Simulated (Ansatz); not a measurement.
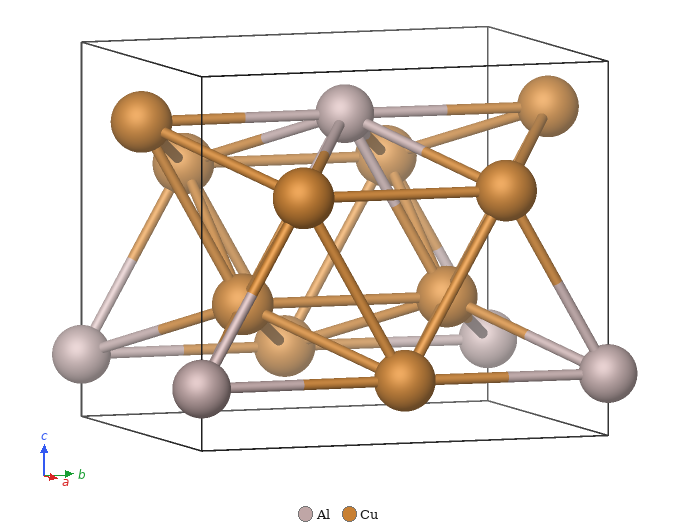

Ball-and-stick drawing of the structure, looking slightly off an axis. The edges of the simulation cell are marked.

```yaml
crystal:
  lattice:
    - [4.23633, 0.00000, 0.00000]
    - [0.00000, 5.20855, 0.00000]
    - [0.00000, 0.00000, 4.53180]
  atoms:
    - { symbol: Al, position: [0.00000, 0.00000, 0.16558] }
    - { symbol: Al, position: [0.50000, 0.50000, 0.83442] }
    - { symbol: Cu, position: [0.00000, 0.50000, 0.16698] }
    - { symbol: Cu, position: [0.50000, 0.00000, 0.83302] }
    - { symbol: Cu, position: [0.00000, 0.25085, 0.66486] }
    - { symbol: Cu, position: [0.00000, 0.74915, 0.66486] }
    - { symbol: Cu, position: [0.50000, 0.24915, 0.33514] }
    - { symbol: Cu, position: [0.50000, 0.75085, 0.33514] }
```

Computational set-up: DFT r2SCAN, scalar-relativistic, plane waves, PAW in Ansatz, E_cut = 500 eV, k-point mesh 10×8×8, Gaussian smearing of 0.1 eV, no spin polarisation.

Q: Give the Bader charge of each element.

A: Al +1.50 e; Cu -0.50 e.

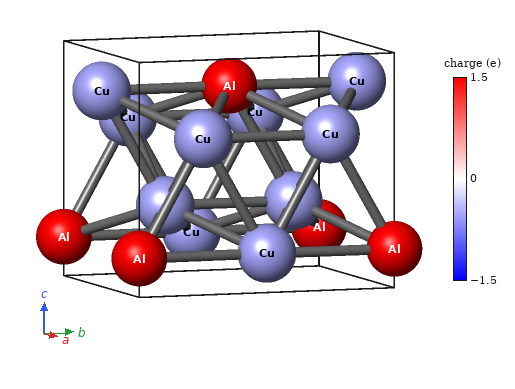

The atoms coloured by those charges.

Source of the structure: a structure listed in the Materials Project. Earlier steps of the study, as a rule a relaxation of our own, may have changed the cell and positions, so they can lie some per cent off the listed ones. A calculation with Ansatz used it as input.

At this level of theory the run's own cell isn't at rest (stretched, at -5 GPa), so its distances can differ from those at equilibrium, the more so the softer the solid.
